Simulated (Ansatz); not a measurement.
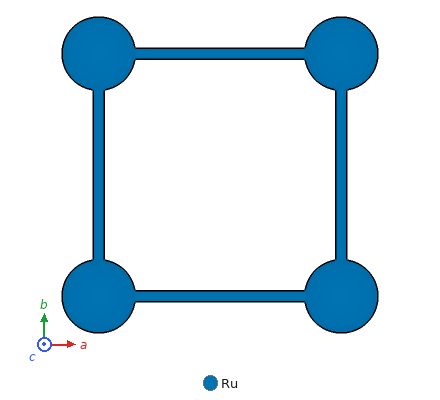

The structure, seen along [001]; the drawing may span several cells.

Structure (in its standard cell), the geometry relaxed with Ansatz, DFT, BLYP, plane waves (420 eV) with PAW, scalar-relativistic; the starting structure was generated, so it need not be a known form of this composition:

```cif
data_structure
_symmetry_space_group_name_H-M 'Pm-3m'
_symmetry_Int_Tables_number 221
_cell_length_a 2.5540
_cell_length_b 2.5540
_cell_length_c 2.5540
_cell_angle_alpha 90.000
_cell_angle_beta 90.000
_cell_angle_gamma 90.000
_cell_volume 16.66
loop_
_atom_site_label
_atom_site_type_symbol
_atom_site_symmetry_multiplicity
_atom_site_Wyckoff_symbol
_atom_site_fract_x
_atom_site_fract_y
_atom_site_fract_z
_atom_site_occupancy
Ru1 Ru 1 a 0.00000 0.00000 0.00000 1
```

### Predict the [001] zone-axis pattern (120 kV, kinematic, B = 0.8 Å²).

The spots form a square net with both shortest vectors at d = 2.55 Å, 90.0° apart. They are 1 0 0 and 0 1 0. The pattern has symmetry 4mm. No reflection of this zone is absent.

Strongest reflections with d > 0.80 Å, one of each family (|F|² from tabulated Gaussian fits of the electron scattering factors, times a small damping for the curvature of the Ewald sphere):

| hkl | d (Å) | I (strongest = 100) |
| --- | --- | --- |
| 1 0 0 | 2.554 | 100 |
| 1 1 0 | 1.806 | 53 |
| 2 0 0 | 1.277 | 22 |
| 2 1 0 | 1.142 | 16 |
| 2 2 0 | 0.903 | 7 |
| 3 0 0 | 0.851 | 5 |

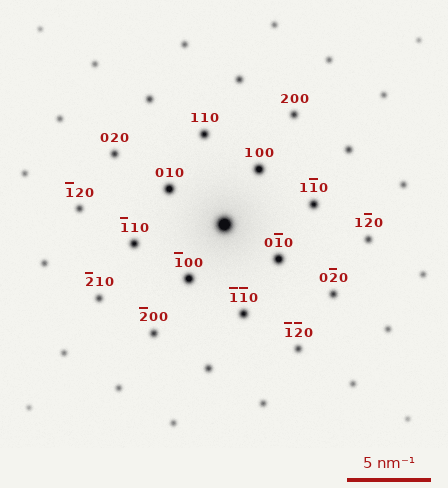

Calculated pattern, seen from the source side with [001] pointing towards the source.
